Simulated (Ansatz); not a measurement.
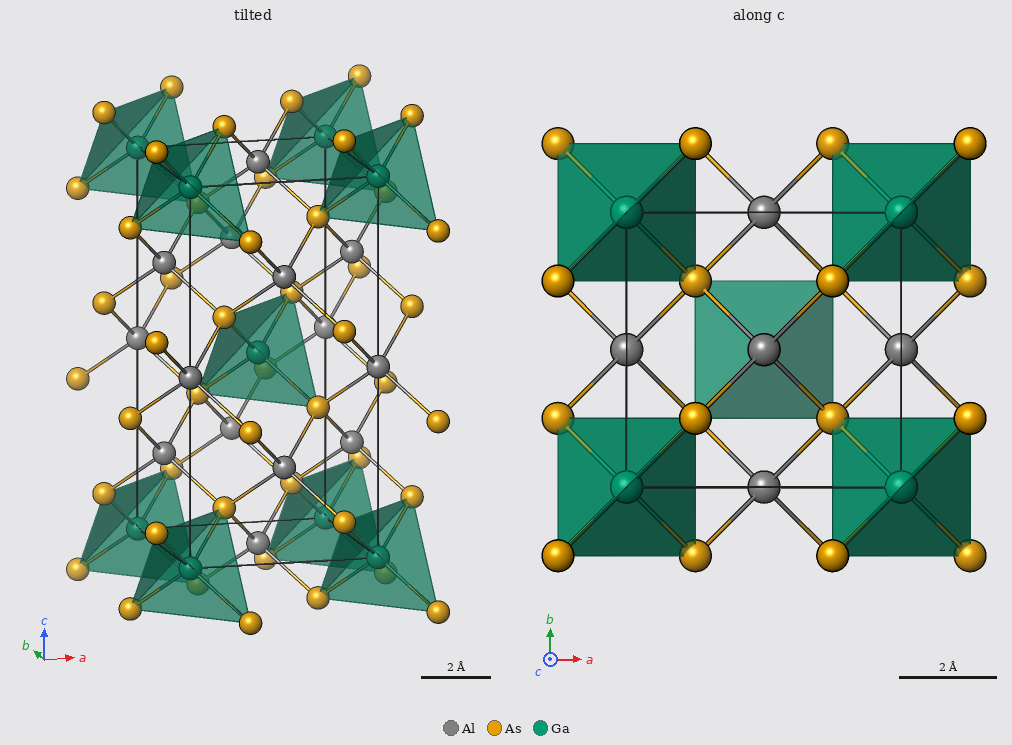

The crystal in a polyhedral representation, seen slightly off an axis and along the c axis. The box is the conventional unit cell; atoms on or close to its faces, edges and corners are drawn wherever they repeat. A few atoms beyond the faces are included.

Al3GaAs4, space group I-42m (No. 121), a = 5.676 Å, b = 5.676 Å, c = 11.352 Å, α = 90.00°, β = 90.00°, γ = 90.00°. It goes back to a structure type filled with these elements by a generator (whether the compound takes this form wasn't checked). Earlier steps of the study, as a rule a relaxation of our own, may have changed the cell and positions, so they can lie some per cent off the listed ones. Ansatz was used for an electronic-structure calculation on it.

This one geometry was computed with Ansatz (DFT, plane waves, PAW) at five levels of theory: PBE0, PBE, r2SCAN, PBE with spin-orbit coupling and HSE06. It was relaxed beforehand with r2SCAN.

> Which level gives the highest pressure at this volume, and what does that say about its equilibrium volume?

Highest: PBE (2.1 GPa) and PBE with spin-orbit coupling (2.1 GPa), which points to the largest equilibrium volume. Lowest, with the smallest volume: PBE0 (0.1 GPa), r2SCAN (0.0 GPa) and HSE06 (0.3 GPa). Levels within 0.5 GPa of each other can't be told apart.

> How does the band gap change with the level of theory?

PBE with spin-orbit coupling: a gap of 1.37 eV, indirect; PBE: a gap of 1.47 eV, indirect; r2SCAN: a gap of 1.81 eV, direct; HSE06: a gap of 2.09 eV, direct; PBE0: a gap of 2.74 eV, direct.

> Collect the results in a table.

| level | cutoff (eV) | k-mesh of the run's cell | gap (eV) | pressure (GPa) |
| --- | --- | --- | --- | --- |
| PBE0 | 420 | 4×4×4 | 2.74 | 0.1 |
| PBE | 420 | 6×6×6 | 1.47 | 2.1 |
| r2SCAN | 500 | 6×6×6 | 1.81 | 0.0 |
| PBE with spin-orbit coupling | 420 | 6×6×6 | 1.37 | 2.1 |
| HSE06 | 420 | 4×4×4 | 2.09 | 0.3 |

Gaps are taken on the k-mesh or band path of each run.
